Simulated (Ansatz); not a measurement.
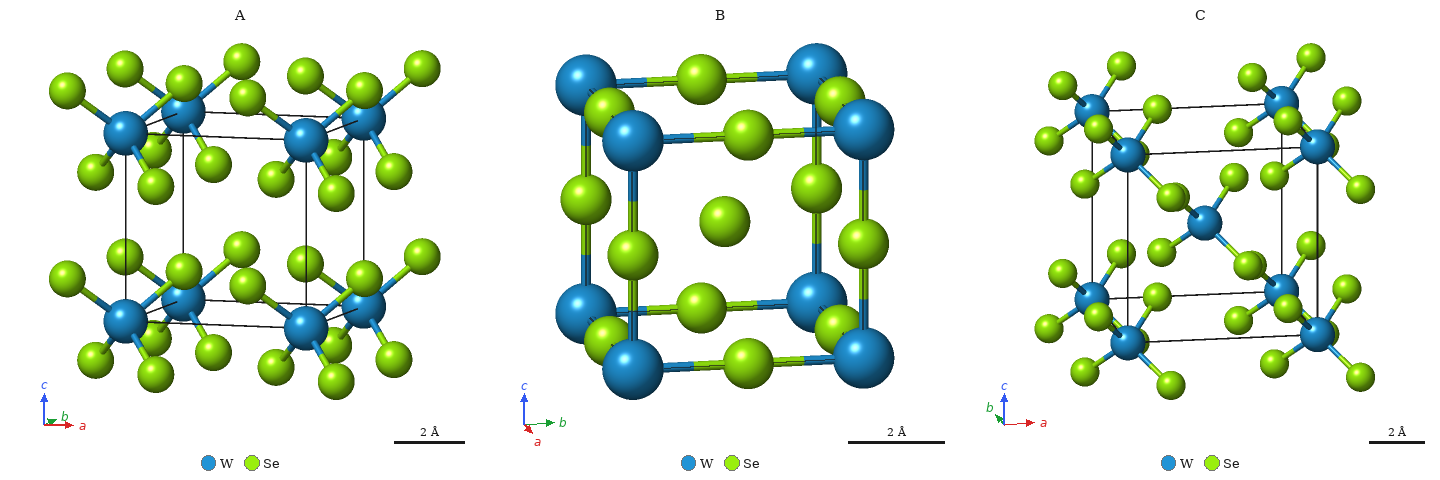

Three structures of WSe4, each relaxed to rest (conventional cells in solid outline, small ones repeated, each panel with its own scale). Method: Ansatz, DFT PBE, scalar-relativistic, plane waves, PAW, without spin polarisation.

> Name the structure in each panel.

A: 5 atoms a cell on a primitive cubic lattice, P-43m; B: 5 atoms a cell on a primitive cubic lattice, Pm-3m; C: 10 atoms a cell on a body-centred cubic lattice, I-43m.

> Rank them by energy, lowest first.

A, then C (+19 meV/atom) and B (+297 meV/atom), energies at zero smearing.

> Collect the results in a table.

| panel | structure | E − E(lowest) (meV/atom) | volume (Å³/atom) | gap (eV) |
| --- | --- | --- | --- | --- |
| A | P-43m | 0 | 32.6 | metal |
| C | I-43m | 19 | 35.0 | metal |
| B | Pm-3m | 297 | 23.6 | metal |

Some of these may be structure types tried for this composition rather than known phases, and the most stable form need not be among them. Gaps are taken on the k-mesh or band path of each run.
